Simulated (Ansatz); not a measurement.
**Geometry relaxation of MnS (part 1 of 2)**

System: MnS (2 atoms in the cell).
Method: DFT PBEsol, scalar-relativistic, plane waves, PAW, spin-polarised (Ansatz 0.2.0).

The structure derives from an entry of the Crystallography Open Database. Figures and captions count atoms from 1; the log counts them from 0 in places.

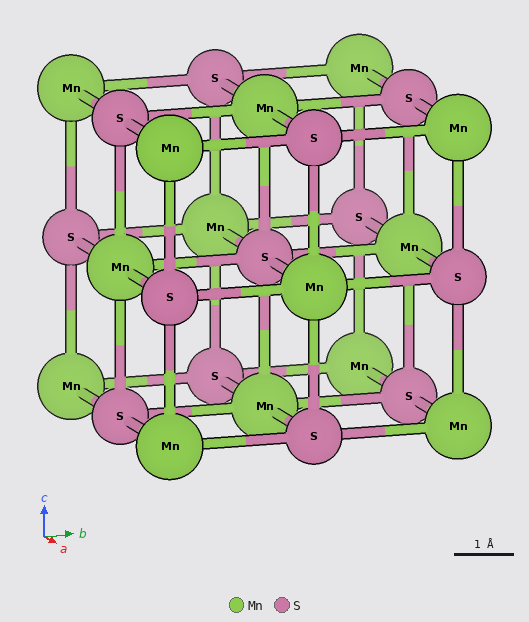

Fig. 1: The input geometry (ball-and-stick view of the cell 4 times as large as that of the calculation, set on its symmetry axes, seen slightly off an axis). Near neighbours in the crystal (not all of them lie inside the picture): Mn has 6 S at 2.60 Å; S has 6 Mn at 2.60 Å.

Results in brief:

| quantity | value |
| --- | --- |
| outcome | converged |
| space group (tolerance 0.01 Å) | Fm-3m (225) |
| electrons treated | 21 |
| free energy | −4754.5380 eV |
| Fermi energy | 12.737 eV |
| gap on the k-point mesh | none (metallic) |
| net moment of the cell | 4.11 μB |
| integrated absolute moment | 4.11 μB |
| pressure | 0.04 GPa |
| final volume | 30.09 Å³ |
| largest force (length of the vector) at the end | under 0.001 eV/Å |
| final cell | a = 3.491 Å, b = 3.491 Å, c = 3.491 Å, α = 60.00°, β = 60.00°, γ = 60.00° |
| hardware | 1 thread of Intel Xeon @ 2.70GHz, 189 GiB of memory available, shared host |
| wall time | 35 s |
| peak memory | 0.44 GiB |

The input:
```yaml
crystal:
  lattice:
    - [0.0, 2.6045, 2.6045]
    - [2.6045, 0.0, 2.6045]
    - [2.6045, 2.6045, 0.0]
  atoms:
    - { symbol: Mn, position: [0.0, 0.0, 0.0], spin: 4.57 }
    - { symbol: S, position: [0.5, 0.5, 0.5], spin: 0.15 }
basis:
  ecutwfc: 420
kpoints:
  mp_grid: { grid: [14, 14, 14] }
hamiltonian:
  xc: pbesol
scf:
  occupations: { method: gaussian, width: 0.1 }
output:
  forces: true
  stress: true
  eigenvalues: true
  populations: true
  write_density: true
  write_potential: true
  elf: true
  volumetric_format: npy
magnetization:
  spin_polarized: true
relax:
  adjacent_minimum: "off"
  f_tol: 0.005
  max_steps: 80
  cell: { stress_tol: 0.05 }
```

Launched with:
```bash
ansatz run input.yaml --threads 1 --pin off --max-ram 2560MiB --backend cpu --events-out ev --progress --plain --runs-dir out
```

What the program printed:
```
Engine: ansatz 0.2.0, x86_64-unknown-linux-gnu
Pseudopotentials: kind: paw
Pseudopotential: Mn, paw, valence charge 15, recommended cutoff 420 eV (normal), Mn.paw.azcp
Pseudopotential: S, paw, valence charge 6, recommended cutoff 420 eV (normal), S.paw.azcp
Functional definition: PBEsol
  exchange = pbesol_x
  correlation = pbesol_c
Crystal: 2 atoms, lattice volume = 35.335 Å³
Basis set: ecut = 420 eV, 701 PW (Γ), exchange–correlation on 50×50×50 points (8 copies of the dense FFT grid, shifted against one another)
Bands: 17, of which v1, the nominal top of the filled ones, is band 11 counted from 1 (10 counted from 0)
Symmetry: 48 space group operations
Space group: Fm-3m (ITA 225), of the structure as read, at distance tolerance 3.3e-5 Å
Magnetic group: BNS 225.116 (UNI 1618), of the structure as read, at distance tolerance 3.3e-5 Å
k-points: 104 of 2744
Non-local potential: Mn, projectors of the file, l = 0: 3, l = 1: 2, l = 2: 3, l = 3: 1
Non-local potential: S, projectors of the file, l = 0: 2, l = 1: 2, l = 2: 2
PAW form: soft (Blöchl's): semilocal exchange-correlation on the pseudo side does not see the compensation charge
PAW frozen core: Mn, regenerated for the run's functional, and the local potential with it (the file was generated under x = pbe(κ = 0.804, μ = 0.2195149727645171), c = pbe(β = 0.06672455060314922))
PAW frozen core: S, regenerated for the run's functional, and the local potential with it (the file was generated under x = pbe(κ = 0.804, μ = 0.2195149727645171), c = pbe(β = 0.06672455060314922))
PAW one-centre angular grid: Mn, 590 points (default); XC on 64 Gauss nodes
PAW one-centre angular grid: S, 110 points (default); XC on 64 Gauss nodes
Initial density: superposition of atomic densities (chi_scale 0.1, normalization cell, long waves kept (reshape's long-wave potential 0.00 eV rms))
Starting moments: Σ|m| = 4.72 μB on 2 of 2 sites
Initial wavefunctions: pseudopotential atomic-orbital guess
Functional: x = pbesol(κ = 0.804, μ = 0.12345679012345678), c = pbesol(β = 0.046)
SCF iter   1: F=—  HF=-4754.010054 eV  |F-HF|=—  |Δ(HF+E_count)|=         —  Δρ=5.13e-2 (↑5.13e-2 ↓3.45e-2)  dr2=2.42e0  dr2_m=3.45e-2  M=4.556 μB ∫|m|=4.556 μB  β_m=0.30  ethr=3.10e-3  ⟨swp⟩=4.1  Hψ=16326  notcnv=0
Mixer restart at iter 1: flushing history
preconditioner: auto → Kerker (q_TF=auto, 2.502 Å⁻¹)  [metal: Δε(μ)=0.015 eV  Ē_g=9.418 eV  σ=0.100 eV  W_gap=0.08  n_scr=14 (ndim 8)  ℏωp=22.5 eV  f_vac=0.000  D(μ)=1.28/eV (n_scr^D=14)]
spin=Collinear: Kerker preconditioning applied to the charge; magnetization (m = ρ↑ − ρ↓) channel mixes plain (no charge-response kernel on spin).
SCF iter   2: F=—  HF=-4754.066095 eV  |F-HF|=—  |Δ(HF+E_count)|=   5.60e-2  Δρ=2.02e-2 (↑2.01e-2 ↓2.02e-2)  dr2=6.63e-1  dr2_m=2.46e-3  M=4.554 μB ∫|m|=4.554 μB  β_m=0.42  ethr=3.10e-3  ⟨swp⟩=2.4  Hψ=7360  notcnv=0  defer=327
SCF iter   3: F=—  HF=-4754.282405 eV  |F-HF|=—  |Δ(HF+E_count)|=   2.16e-1  Δρ=7.69e-3 (↑5.79e-3 ↓7.69e-3)  dr2=5.60e-2  dr2_m=3.70e-3  M=4.560 μB ∫|m|=4.560 μB  β_m=0.63  ethr=3.10e-3  ⟨swp⟩=2.1  Hψ=5397  notcnv=0  defer=331
SCF iter   4: F=—  HF=-4754.388898 eV  |F-HF|=—  |Δ(HF+E_count)|=         —  Δρ=4.42e-3 (↑3.08e-3 ↓4.42e-3)  dr2=1.68e-2  dr2_m=1.26e-3  M=4.624 μB ∫|m|=4.624 μB  β_m=0.63  ethr=2.67e-4  ⟨swp⟩=2.2  Hψ=6344  notcnv=0  defer=331
Mixer restart at iter 4: flushing history
SCF iter   5: F=—  HF=-4754.401852 eV  |F-HF|=—  |Δ(HF+E_count)|=   1.30e-2  Δρ=3.19e-3 (↑2.53e-3 ↓3.19e-3)  dr2=8.00e-3  dr2_m=1.55e-3  M=4.646 μB ∫|m|=4.646 μB  β_m=0.65  ethr=7.98e-5  ⟨swp⟩=2.5  Hψ=5512  notcnv=0  defer=333
SCF iter   6: F=—  HF=-4754.403912 eV  |F-HF|=—  |Δ(HF+E_count)|=   2.06e-3  Δρ=1.08e-3 (↑1.08e-3 ↓9.20e-4)  dr2=1.60e-3  dr2_m=1.18e-5  M=4.659 μB ∫|m|=4.659 μB  β_m=0.71  ethr=3.81e-5  ⟨swp⟩=2.0  Hψ=5004  notcnv=0  defer=334
SCF iter   7: F=—  HF=-4754.402667 eV  |F-HF|=—  |Δ(HF+E_count)|=   1.25e-3  Δρ=7.83e-4 (↑6.15e-4 ↓7.83e-4)  dr2=3.35e-4  dr2_m=1.54e-5  M=4.664 μB ∫|m|=4.664 μB  β_m=0.82  ethr=7.62e-6  ⟨swp⟩=2.5  Hψ=5898  notcnv=0  defer=334
SCF iter   8: F=—  HF=-4754.403522 eV  |F-HF|=—  |Δ(HF+E_count)|=   8.55e-4  Δρ=3.32e-4 (↑1.62e-4 ↓3.32e-4)  dr2=3.99e-5  dr2_m=1.06e-5  M=4.657 μB ∫|m|=4.657 μB  β_m=0.91  ethr=1.60e-6  ⟨swp⟩=2.2  Hψ=4953  notcnv=0  defer=334
SCF iter   9: F=—  HF=-4754.403642 eV  |F-HF|=—  |Δ(HF+E_count)|=   1.20e-4  Δρ=1.01e-4 (↑6.02e-5 ↓1.01e-4)  dr2=4.59e-6  dr2_m=1.37e-6  M=4.655 μB ∫|m|=4.655 μB  β_m=0.95  ethr=1.90e-7  ⟨swp⟩=2.0  Hψ=4805  notcnv=0  defer=334
SCF iter  10: F=—  HF=-4754.403649 eV  |F-HF|=—  |Δ(HF+E_count)|=   6.87e-6  Δρ=1.34e-5 (↑1.34e-5 ↓9.56e-6)  dr2=1.64e-7  dr2_m=2.63e-9  M=4.654 μB ∫|m|=4.654 μB  β_m=0.98  ethr=2.19e-8  ⟨swp⟩=2.0  Hψ=4883  notcnv=0  defer=334
SCF iter  11: F=—  HF=-4754.403649 eV  |F-HF|=—  |Δ(HF+E_count)|=   1.07e-8  Δρ=1.86e-6 (↑1.86e-6 ↓1.43e-6)  dr2=3.27e-9  dr2_m=6.82e-11  M=4.654 μB ∫|m|=4.654 μB  β_m=0.95  ethr=7.79e-10  ⟨swp⟩=1.9  Hψ=4354  notcnv=0  defer=334
SCF iter  12: F=-4754.403649 eV  HF=-4754.403649 eV  |F-HF|=2.27e-11  |Δ(HF+E_count)|=  1.36e-10  Δρ=4.83e-7 (↑4.83e-7 ↓1.98e-7)  dr2=9.23e-11  dr2_m=1.49e-11  M=4.654 μB ∫|m|=4.654 μB  ethr=1.56e-11  ⟨swp⟩=6.8  Hψ=19998  notcnv=0
SCF 1 converged in 12 iterations: F = -4754.403649 eV  dr2 = 9.23e-11
  greatest PAW one-centre occupation: 1.003 electrons in one spin orbital (limit 2), on the Mn atom at site 0 (counted from 0), in its partial waves of l = 1
relax step   1: F+E_penalty+E_count = -4754.40364860 eV  Δ(F+E_penalty+E_count) = +0.000e0 eV  max|allowed force component| = 2.169e-29 eV/Å  Δτ_max = 0.0000 Å  P = -7.651 GPa  Ω = 35.335 Å³  (12 SCF iters, dr2 threshold 1.00e-7 eV, accepted)
Crystal: 2 atoms, lattice volume = 32.404 Å³
Basis set: ecut = 420 eV, 609 PW (Γ), exchange–correlation on 50×50×50 points (8 copies of the dense FFT grid, shifted against one another)
Initial density: handed on by an earlier stage of this run
Starting moments: Σ|m| = 4.72 μB on 2 of 2 sites; this step starts from the density that it was given
Initial wavefunctions: those handed on with the density
iter 1 solved again at ethr=6.11e-5 eV; its pass at ethr=3.10e-3 eV (dr2=1.28e-2 eV) is discarded
SCF iter   1: F=—  HF=-4754.512016 eV  |F-HF|=—  |Δ(HF+E_count)|=         —  Δρ=1.30e-2 (↑1.22e-2 ↓1.30e-2)  dr2=1.28e-2  dr2_m=4.46e-2  M=4.423 μB ∫|m|=4.423 μB  β_m=0.30  ethr=6.11e-5  ⟨swp⟩=1.0  Hψ=20939  notcnv=0
preconditioner: auto → Kerker (q_TF=auto, 2.538 Å⁻¹)  [metal: Δε(μ)=0.031 eV  Ē_g=9.902 eV  σ=0.100 eV  W_gap=0.17  n_scr=14 (ndim 8)  ℏωp=23.5 eV  f_vac=0.000  D(μ)=0.86/eV (n_scr^D=8)]
spin=Collinear: Kerker preconditioning applied to the charge; magnetization (m = ρ↑ − ρ↓) channel mixes plain (no charge-response kernel on spin).
SCF iter   2: F=—  HF=-4754.512899 eV  |F-HF|=—  |Δ(HF+E_count)|=   8.83e-4  Δρ=9.46e-3 (↑9.02e-3 ↓9.46e-3)  dr2=8.21e-3  dr2_m=2.39e-2  M=4.420 μB ∫|m|=4.420 μB  β_m=0.65  ethr=6.10e-5  ⟨swp⟩=1.0  Hψ=3536  notcnv=0
SCF iter   3: F=—  HF=-4754.513634 eV  |F-HF|=—  |Δ(HF+E_count)|=   7.35e-4  Δρ=6.17e-4 (↑6.17e-4 ↓4.77e-4)  dr2=3.53e-4  dr2_m=2.34e-5  M=4.412 μB ∫|m|=4.413 μB  β_m=0.78  ethr=3.91e-5  ⟨swp⟩=2.0  Hψ=4776  notcnv=0
SCF iter   4: F=—  HF=-4754.513815 eV  |F-HF|=—  |Δ(HF+E_count)|=   1.80e-4  Δρ=4.60e-4 (↑4.60e-4 ↓4.14e-4)  dr2=1.44e-4  dr2_m=9.29e-7  M=4.414 μB ∫|m|=4.415 μB  β_m=0.79  ethr=1.68e-6  ⟨swp⟩=1.8  Hψ=4140  notcnv=0
SCF iter   5: F=—  HF=-4754.513903 eV  |F-HF|=—  |Δ(HF+E_count)|=   8.85e-5  Δρ=2.15e-4 (↑1.71e-4 ↓2.15e-4)  dr2=2.34e-5  dr2_m=6.97e-6  M=4.416 μB ∫|m|=4.416 μB  β_m=0.89  ethr=6.85e-7  ⟨swp⟩=2.2  Hψ=5450  notcnv=0
SCF iter   6: F=—  HF=-4754.513919 eV  |F-HF|=—  |Δ(HF+E_count)|=   1.59e-5  Δρ=7.90e-5 (↑7.90e-5 ↓4.99e-5)  dr2=5.12e-6  dr2_m=1.50e-7  M=4.416 μB ∫|m|=4.417 μB  β_m=0.95  ethr=1.11e-7  ⟨swp⟩=2.0  Hψ=4817  notcnv=0
SCF iter   7: F=—  HF=-4754.513918 eV  |F-HF|=—  |Δ(HF+E_count)|=   9.66e-7  Δρ=3.10e-5 (↑2.37e-5 ↓3.10e-5)  dr2=8.99e-7  dr2_m=7.86e-9  M=4.416 μB ∫|m|=4.417 μB  β_m=0.97  ethr=2.44e-8  ⟨swp⟩=2.5  Hψ=5430  notcnv=0
SCF iter   8: F=—  HF=-4754.513918 eV  |F-HF|=—  |Δ(HF+E_count)|=   2.23e-7  Δρ=8.29e-6 (↑7.00e-6 ↓8.29e-6)  dr2=2.35e-8  dr2_m=1.30e-8  M=4.416 μB ∫|m|=4.417 μB  β_m=0.99  ethr=4.28e-9  ⟨swp⟩=1.7  Hψ=4182  notcnv=0
SCF iter   9: F=-4754.513918 eV  HF=-4754.513918 eV  |F-HF|=2.98e-8  |Δ(HF+E_count)|=   4.94e-8  Δρ=7.27e-6 (↑2.65e-6 ↓7.27e-6)  dr2=3.50e-8  dr2_m=3.13e-9  M=4.416 μB ∫|m|=4.417 μB  ethr=1.12e-10  ⟨swp⟩=4.9  Hψ=16595  notcnv=0
SCF 2 converged in 9 iterations: F = -4754.513918 eV  dr2 = 3.50e-8
relax step   2: F+E_penalty+E_count = -4754.51391824 eV  Δ(F+E_penalty+E_count) = -1.103e-1 eV  max|allowed force component| = 2.169e-30 eV/Å  Δτ_max = 0.0000 Å  P = -3.681 GPa  Ω = 32.404 Å³  energy of the carried Pulay correction = +5.502e-4 eV  (9 SCF iters, dr2 threshold 2.00e-7 eV, accepted)
Crystal: 2 atoms, lattice volume = 30.093 Å³
iter 1 solved again at ethr=3.56e-5 eV; its pass at ethr=3.10e-3 eV (dr2=7.47e-3 eV) is discarded
SCF iter   1: F=—  HF=-4754.535396 eV  |F-HF|=—  |Δ(HF+E_count)|=         —  Δρ=1.62e-2 (↑1.62e-2 ↓1.53e-2)  dr2=7.49e-3  dr2_m=6.63e-2  M=4.149 μB ∫|m|=4.151 μB  β_m=0.30  ethr=3.56e-5  ⟨swp⟩=1.0  Hψ=20810  notcnv=0
preconditioner: auto → Kerker (q_TF=auto, 2.570 Å⁻¹)  [metal: Δε(μ)=0.005 eV  Ē_g=10.251 eV  σ=0.100 eV  W_gap=0.03  n_scr=14 (ndim 8)  ℏωp=24.4 eV  f_vac=0.000  D(μ)=1.43/eV (n_scr^D=14)]
spin=Collinear: Kerker preconditioning applied to the charge; magnetization (m = ρ↑ − ρ↓) channel mixes plain (no charge-response kernel on spin).
SCF iter   2: F=—  HF=-4754.536340 eV  |F-HF|=—  |Δ(HF+E_count)|=   9.44e-4  Δρ=1.17e-2 (↑1.17e-2 ↓1.16e-2)  dr2=5.65e-3  dr2_m=3.60e-2  M=4.139 μB ∫|m|=4.141 μB  β_m=0.65  ethr=3.56e-5  ⟨swp⟩=1.0  Hψ=3536  notcnv=0
SCF iter   3: F=—  HF=-4754.539168 eV  |F-HF|=—  |Δ(HF+E_count)|=   2.83e-3  Δρ=1.43e-3 (↑1.43e-3 ↓8.20e-4)  dr2=4.38e-4  dr2_m=2.18e-4  M=4.101 μB ∫|m|=4.105 μB  β_m=0.68  ethr=2.69e-5  ⟨swp⟩=2.0  Hψ=5559  notcnv=0
SCF iter   4: F=—  HF=-4754.538958 eV  |F-HF|=—  |Δ(HF+E_count)|=   2.10e-4  Δρ=5.16e-4 (↑5.16e-4 ↓3.82e-4)  dr2=8.71e-5  dr2_m=4.00e-5  M=4.103 μB ∫|m|=4.106 μB  β_m=0.73  ethr=2.08e-6  ⟨swp⟩=2.1  Hψ=5918  notcnv=0
SCF iter   5: F=—  HF=-4754.539020 eV  |F-HF|=—  |Δ(HF+E_count)|=   6.14e-5  Δρ=2.86e-4 (↑1.63e-4 ↓2.86e-4)  dr2=3.34e-5  dr2_m=2.99e-6  M=4.105 μB ∫|m|=4.108 μB  β_m=0.87  ethr=4.15e-7  ⟨swp⟩=2.2  Hψ=4431  notcnv=0
SCF iter   6: F=—  HF=-4754.539053 eV  |F-HF|=—  |Δ(HF+E_count)|=   3.30e-5  Δρ=1.48e-4 (↑7.00e-5 ↓1.48e-4)  dr2=7.31e-6  dr2_m=2.17e-6  M=4.107 μB ∫|m|=4.110 μB  β_m=0.93  ethr=1.59e-7  ⟨swp⟩=2.3  Hψ=5091  notcnv=0
SCF iter   7: F=—  HF=-4754.539054 eV  |F-HF|=—  |Δ(HF+E_count)|=   1.46e-6  Δρ=2.76e-5 (↑2.28e-5 ↓2.76e-5)  dr2=7.45e-7  dr2_m=6.24e-9  M=4.107 μB ∫|m|=4.111 μB  β_m=0.97  ethr=3.48e-8  ⟨swp⟩=2.0  Hψ=4818  notcnv=0
SCF iter   8: F=—  HF=-4754.539054 eV  |F-HF|=—  |Δ(HF+E_count)|=   5.53e-8  Δρ=7.64e-6 (↑7.64e-6 ↓2.89e-6)  dr2=1.66e-8  dr2_m=2.85e-9  M=4.107 μB ∫|m|=4.111 μB  β_m=0.98  ethr=3.55e-9  ⟨swp⟩=1.9  Hψ=4289  notcnv=0
SCF iter   9: F=-4754.539054 eV  HF=-4754.539054 eV  |F-HF|=1.21e-8  |Δ(HF+E_count)|=   9.34e-9  Δρ=5.91e-6 (↑2.43e-6 ↓5.91e-6)  dr2=1.51e-8  dr2_m=3.26e-9  M=4.107 μB ∫|m|=4.111 μB  ethr=7.92e-11  ⟨swp⟩=4.8  Hψ=16768  notcnv=0
SCF 3 converged in 9 iterations: F = -4754.539054 eV  dr2 = 1.51e-8
relax step   3: F+E_penalty+E_count = -4754.53905409 eV  Δ(F+E_penalty+E_count) = -2.514e-2 eV  max|allowed force component| = 4.930e-30 eV/Å  Δτ_max = 0.0000 Å  P = +0.040 GPa  Ω = 30.093 Å³  energy of the carried Pulay correction = +1.019e-3 eV  (9 SCF iters, dr2 threshold 2.00e-7 eV, accepted)
Basis set: ecut = 420 eV, 609 PW (Γ), exchange–correlation on 48×48×48 points (8 copies of the dense FFT grid, shifted against one another)
Initial wavefunctions: pseudopotential atomic-orbital guess (no wavefunctions were taken with the density)
iter 1 solved again at ethr=3.86e-8 eV; its pass at ethr=3.10e-3 eV (dr2=8.11e-6 eV) is discarded
```
